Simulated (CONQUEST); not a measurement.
## Energy of Cu along an even scaling of the cell

System: Cu (2 atoms in the cell).
Method: Kohn-Sham DFT of a periodic cell, PBE, PseudoDojo NC PBE, no spin polarisation (CONQUEST 1.3).

The 7 runs differ only in the geometry, by an even scaling of the cell at fixed fractional positions. The structure derives from an entry of the Crystallography Open Database.

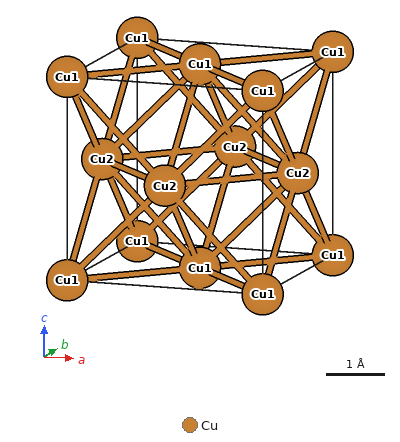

Figure 1. The structure of run 4 (ball-and-stick view of the cell 2 times as large as that of the calculation, set on its symmetry axes, seen slightly off an axis; atoms are numbered from 1 in the order of the input).

### Input of run 4
```
IO.Title Cu
IO.Coordinates coords.dat
IO.FractionalAtomicCoords T
IO.Iprint 2
IO.Iprint_init 1
General.NumberOfSpecies 1
General.PseudopotentialType hamann
AtomMove.TypeOfRun static
AtomMove.FullStress T
Grid.PointsAlongX 32
Grid.PointsAlongY 32
Grid.PointsAlongZ 40
DM.SolutionMethod diagon
Diag.MPMesh T
Diag.GammaCentred T
Diag.MPMeshX 9
Diag.MPMeshY 9
Diag.MPMeshZ 6
Diag.kT 0.00183747
minE.SCTolerance 1e-6
SC.MaxIters 100
IO.AtomChargeOutput T
%block ChemicalSpeciesLabel
1 63.550 Cu
%endblock
```

Command:
```bash
Conquest
```

Lattice vectors (Å) and fractional positions of run 4:
```
   2.556191    0.000000    0.000000
   0.000000    2.556191    0.000000
   0.000000    0.000000    3.615000
Cu  0.000000  0.000000  0.000000
Cu  0.500000  0.500000  0.500000
```

Run 2 has the same physical settings and fractional positions; its lattice vectors (Å) are:
```
   2.521644    0.000000    0.000000
   0.000000    2.521644    0.000000
   0.000000    0.000000    3.566143
```

### Results, with one run withheld

```tsv
run	volume per atom (Å³)	free energy per atom, from the lowest run given (meV)	pressure (GPa)
1	11.102	27.93	11.82
2	11.338	?	?
3	11.574	4.55	5.18
4	11.810	0.00	0.99
5	12.047	0.78	−1.57
6	12.283	4.08	−3.26
7	12.519	10.38	−5.45
```

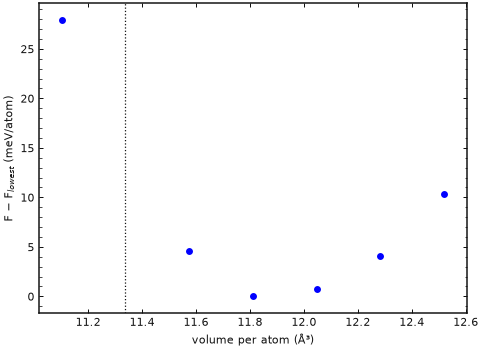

Figure 2. Free energy per atom of the runs given; the dotted line marks run 2.

Fit the runs given and predict run 2.

A cubic polynomial in V^(−2/3) (the Birch–Murnaghan form), fitted to the 6 runs given, misses them by at most 0.39 meV per atom. With x = V^(−2/3) − 0.19214 Å⁻², it reads F = 0.058621 + 277.75 x + 2.9792e+05 x² + 3.4906e+06 x³ (meV per atom). At run 2 it gives 13.21 meV per atom, and the run itself gives 14.02. The slope of the fit gives a pressure −dF/dV of 7.90 GPa there, and the run prints 7.54 GPa. The two needn't agree exactly: the fit is approximate, and the printed stress is taken on a finite basis. The fit has its minimum at 11.917 Å³ per atom, where V d²F/dV² gives 129 GPa: the bulk modulus at this level, since symmetry fixes the shape and the positions. So low a polynomial doesn't follow these energies more closely.

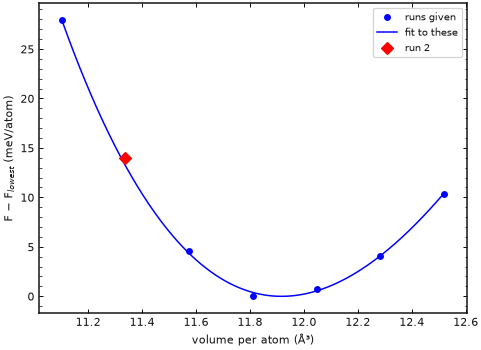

Figure 3. The fit and the withheld run.

### Some lines of the output (run 2)
```
[...]
          DFT Total Energy                 :      -379.053920888408413 Ha
          Free Energy (E-TS)               :      -379.212588527763103 Ha
          DFT Total Energy                 :      -379.177818490010509 Ha
          Free Energy (E-TS)               :      -379.199252185262651 Ha
          DFT Total Energy                 :      -379.198811813792759 Ha
          Free Energy (E-TS)               :      -379.199166801643855 Ha
          DFT Total Energy                 :      -379.198855620017127 Ha
          Free Energy (E-TS)               :      -379.199141948328133 Ha
          DFT Total Energy                 :      -379.198902162178342 Ha
          Free Energy (E-TS)               :      -379.199141916969438 Ha
          DFT Total Energy                 :      -379.198902196154506 Ha
      | Free Energy as E-TS      =      -379.199141916969438 Ha
      |* DFT total energy        =      -379.198902196154506 Ha
    force: Average pressure:      7.54120546 GPa
```

Notes: With a small basis of atomic orbitals these values can differ much from converged plane-wave results.
